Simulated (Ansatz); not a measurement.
# Single-point calculation of Pt

- system: Pt (I4/mmm, 1 atom in the cell)
- method: DFT r2SCAN, scalar-relativistic, plane waves, PAW, no spin polarisation (Ansatz 0.2.0)

The structure derives from an entry of the Crystallography Open Database. It belongs to a series of runs on one base structure; here: ratio of the length along z to the lengths across it x 1.3, volume and fractional coordinates fixed. Figures and captions count atoms from 1; the log counts them from 0 in places.

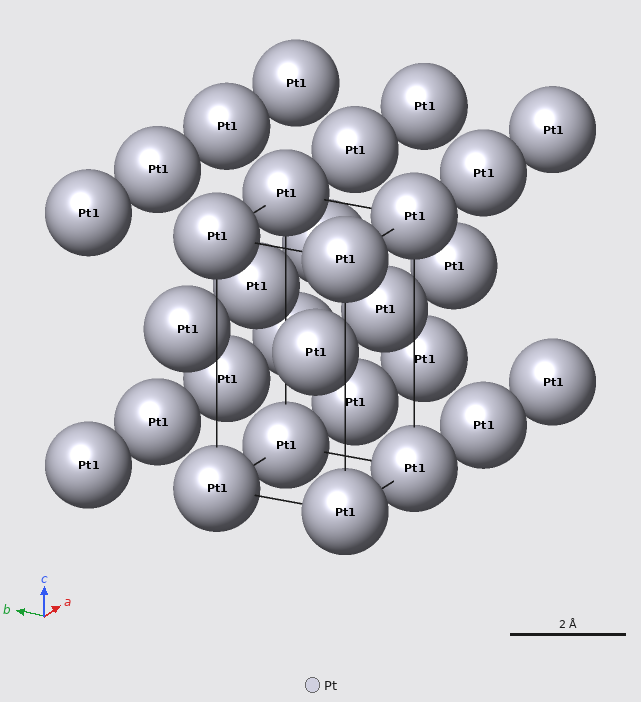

Figure 1. The structure as given in the input (spheres-only view of the cell 2 times as large as that of the calculation, set on its symmetry axes, repeated 3 × 2 × 1, seen at an oblique angle; atoms are numbered from 1 in the order of the input). An atom can appear more than once, as a periodic image.

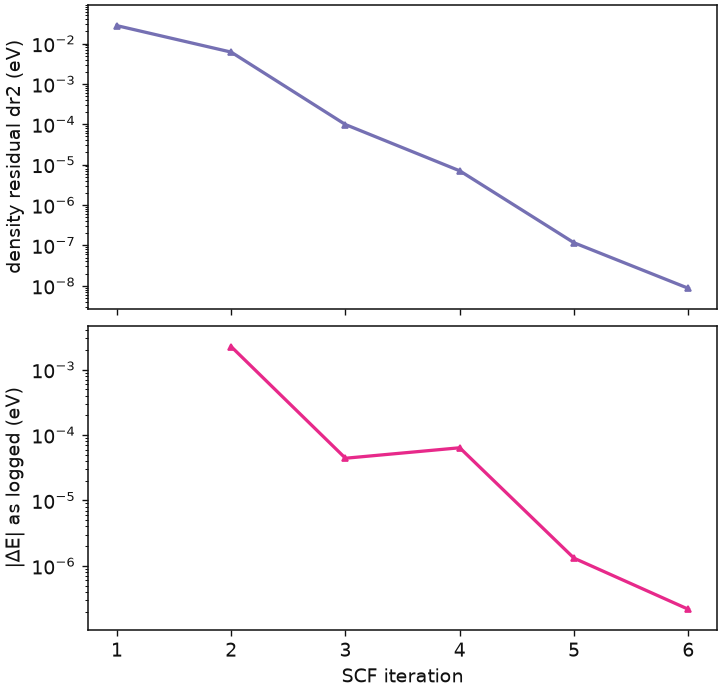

Figure 2. Convergence of the self-consistent field: density residual dr2 and size of the energy change against the SCF iteration. The residual falls at every step.

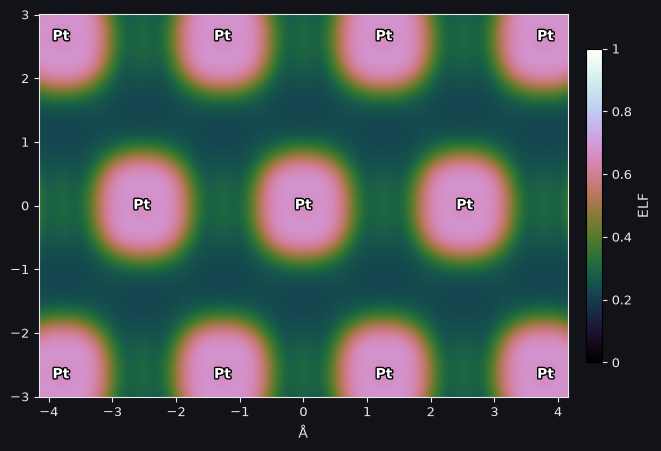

Figure 3. ELF on the (011) plane of the conventional cell. Pt–Pt (2.54 Å): the ELF is about 0.30 at the midpoint (no shared electron pair). The strong features right at Pt lie inside the PAW spheres (semicore, d or f shells) and say nothing about bonding. In a PAW calculation such maps are meaningful between the atoms, not at the nuclei.

These pictures come from the run below.

## Input
```yaml
crystal:
  lattice:
    - [0.0, 1.7939460944, 2.3321299227]
    - [1.7939460944, 0.0, 2.3321299227]
    - [1.7939460944, 1.7939460944, 0.0]
  atoms:
    - { symbol: Pt, position: [0.0, 0.0, 0.0] }
basis:
  ecutwfc: 500
kpoints:
  mp_grid: { grid: [24, 24, 24] }
hamiltonian:
  xc: r2scan
scf:
  occupations: { method: gaussian, width: 0.15 }
output:
  forces: true
  stress: true
  eigenvalues: true
  write_density: true
  write_potential: true
  elf: true
  volumetric_format: npy
```

Command:
```bash
ansatz run input.yaml --threads 1 --pin off --max-ram 2560MiB --backend cpu --events-out ev --progress --plain --runs-dir out
```

## Log
```
Engine: ansatz 0.2.0, x86_64-unknown-linux-gnu
Pseudopotentials: kind: paw
Pseudopotential: Pt, paw, valence charge 18, recommended cutoff 500 eV (meta_gga), Pt.paw.azcp
Functional definition: r2SCAN
  parameter k0 = 0.174
  parameter k1 = 0.065
  parameter a1 = 4.9479
  exchange = r2scan_x(k0 = k0, k1 = k1, a1 = a1)
  correlation = r2scan_c
Crystal: 1 atoms, lattice volume = 15.011 Å³
Basis set: ecut = 500 eV, 413 PW (Γ), exchange–correlation on 96×96×80 points (64 copies of the dense FFT grid, shifted against one another)
Bands: 13, of which v1, the nominal top of the filled ones, is band 9 counted from 1 (8 counted from 0)
Symmetry: 16 space group operations
Space group: I4/mmm (ITA 139), of the structure as read, at distance tolerance 2.5e-5 Å
k-points: 1063 of 13824
Non-local potential: Pt, projectors of the file, l = 0: 3, l = 1: 2, l = 2: 2, l = 3: 1
PAW form: soft (Blöchl's): semilocal exchange-correlation on the pseudo side does not see the compensation charge
PAW frozen core: Pt, regenerated for the run's functional (the file was generated under x = pbe(κ = 0.804, μ = 0.2195149727645171), c = pbe(β = 0.06672455060314922))
PAW one-centre angular grid: Pt, 590 points (default); XC on 160 Gauss nodes
Initial density: superposition of atomic densities (neutral atoms: chi_scale 0, normalization atom), corrected by the library's trained network
Initial wavefunctions: pseudopotential atomic-orbital guess
Functional: x = r2scan, c = r2scan; τ floored in thin density (d = 2e-4 eV/Å³)
SCF iter   1: F=—  HF=-12536.459906 eV  |F-HF|=—  |Δ(HF+E_count)|=         —  Δρ=1.57e-2  dr2=2.78e-2  dr2_τ=1.37e-2  ethr=1.77e-3  ⟨swp⟩=4.9  Hψ=75705  notcnv=0
preconditioner: auto → none  [metal: Δε(μ)=0.003 eV  Ē_g=15.068 eV  σ=0.150 eV  W_gap=0.01  n_scr=2 (ndim 8)  ℏωp=30.3 eV  f_vac=0.000  D(μ)=1.45/eV (n_scr^D=14)  sad-step TF]
SCF iter   2: F=—  HF=-12536.462157 eV  |F-HF|=—  |Δ(HF+E_count)|=   2.25e-3  Δρ=7.61e-3  dr2=6.14e-3  dr2_τ=7.30e-4  ethr=1.54e-4  ⟨swp⟩=1.0  Hψ=22373  notcnv=0
SCF iter   3: F=—  HF=-12536.462113 eV  |F-HF|=—  |Δ(HF+E_count)|=   4.42e-5  Δρ=1.08e-3  dr2=9.85e-5  dr2_τ=1.05e-5  ethr=3.41e-5  ⟨swp⟩=2.1  Hψ=18192  notcnv=0
SCF iter   4: F=—  HF=-12536.462177 eV  |F-HF|=—  |Δ(HF+E_count)|=   6.39e-5  Δρ=2.44e-4  dr2=7.03e-6  dr2_τ=1.03e-6  ethr=5.47e-7  ⟨swp⟩=2.0  Hψ=18847  notcnv=0
SCF iter   5: F=—  HF=-12536.462175 eV  |F-HF|=—  |Δ(HF+E_count)|=   1.31e-6  Δρ=4.60e-5  dr2=1.16e-7  dr2_τ=4.87e-8  ethr=3.90e-8  ⟨swp⟩=2.7  Hψ=23720  notcnv=0
SCF iter   6: F=-12536.462175 eV  HF=-12536.462175 eV  |F-HF|=2.18e-8  |Δ(HF+E_count)|=   2.17e-7  Δρ=1.38e-5  dr2=8.64e-9  dr2_τ=1.51e-9  ethr=5.56e-10  ⟨swp⟩=8.7  Hψ=88376  notcnv=0
SCF 1 converged in 6 iterations: F = -12536.462175 eV  dr2 = 8.64e-9
  greatest PAW one-centre occupation: 1.000 electrons in one spin orbital (limit 2), on the Pt atom at site 0 (counted from 0), in its partial waves of l = 0
SCF converged after 6 iterations
Free energy (F): -12536.462175 eV
Harris-Foulkes:  -12536.462175 eV  (|F-HF|=2.18e-8)
Internal energy: -12536.445676 eV  (E = F + TS)
E sigma→0 (E₀):  -12536.453926 eV
Entropy (-TS):   -0.016499 eV (-16.499 meV/atom)
Fermi energy:    23.140031 eV
--- Per-component energies (eV) ---
  E_band       = -144.462942
  E_kinetic    = 640.638413
  E_local      = -1479.491414  (includes V_loc(G=0)·N_el)
  E_nonlocal   = 202.682444
  E_hartree    = 553.622734
  E_xc         = -250.864713
  E_vxc        = -338.580835  (∫ρ·V_xc dr)
  E_paw        = -9480.447691  (= ΣΔE_a)
  E_vpaw       = -298.564836  (= ΣTr[D̂ρ^β])
  E_aug_tail   = 0.000149  (compensation charges beyond the density's cutoff)
  E_vtau       = 21.606737  (kinetic-family band-sum trace: ∫τ·v_τ [+ j·A + Jᵃ·Aᵃ] dr)
  E_ewald      = -2722.354103
  E_core_change = -0.231494  (= ΣΔE_core)
  E_smearing   = -0.016499  (= −TS)
  E_closure    = -0.000000  (closes the sum)
  Σ components = -12536.462175   (vs F -12536.462175, Δ=0.00e0)
--- Forces (eV/Å), atoms counted from 1 ---
  atom   1  Pt     0.00000000     0.00000000     0.00000000
  max |Σ_I F_I| component: 9.86e-32 eV/Å
--- Stress (GPa, compression-positive) ---
       33.480438       0.000000       0.000000
        0.000000      33.480438       0.000000
        0.000000       0.000000     -12.684331
  P = ⅓ Tr σ = 18.0922 GPa (180.922 kbar)
--- Band table (eV; the first three rows and the last of 1063) ---
  k-point 0: bands = ["-77.2358", "-30.6213", "-30.5629", "-30.5629", "12.8145", "17.2035", "19.2539", "20.8410", "20.8410", "23.2575", "39.7697", "39.7777", "45.9612"]
  k-point 1: bands = ["-77.2348", "-30.6231", "-30.5754", "-30.5624", "12.8913", "17.2413", "19.2709", "20.7848", "20.8657", "23.2102", "39.8211", "39.9149", "45.4836"]
  k-point 2: bands = ["-77.2321", "-30.6305", "-30.6095", "-30.5611", "13.1171", "17.3508", "19.3169", "20.6380", "20.9374", "23.0753", "39.9461", "40.3022", "44.4537"]
  k-point 1062: bands = ["-77.2150", "-30.9509", "-30.6266", "-30.6266", "15.4452", "16.0473", "22.5237", "23.5633", "23.5633", "23.7447", "28.4188", "38.9149", "38.9149"]
```

## Key numbers

```json
{"quantity": "outcome", "value": "converged"}
{"quantity": "space group (tolerance 0.01 Å)", "value": "I4/mmm (139)"}
{"quantity": "electrons treated", "value": "18"}
{"quantity": "free energy", "value": "−12536.4622 eV"}
{"quantity": "Fermi energy", "value": "23.140 eV"}
{"quantity": "gap on the k-point mesh", "value": "none (metallic)"}
{"quantity": "pressure", "value": "18.09 GPa"}
{"quantity": "largest force (length of the vector)", "value": "under 0.001 eV/Å"}
{"quantity": "hardware", "value": "1 thread of Intel Xeon @ 2.50GHz (Skylake/Cascade Lake), 189 GiB of memory available, shared host"}
{"quantity": "wall time", "value": "58 s"}
{"quantity": "peak memory", "value": "0.56 GiB"}
```

## Remarks

Spin–orbit coupling is left out, which matters for Pt.
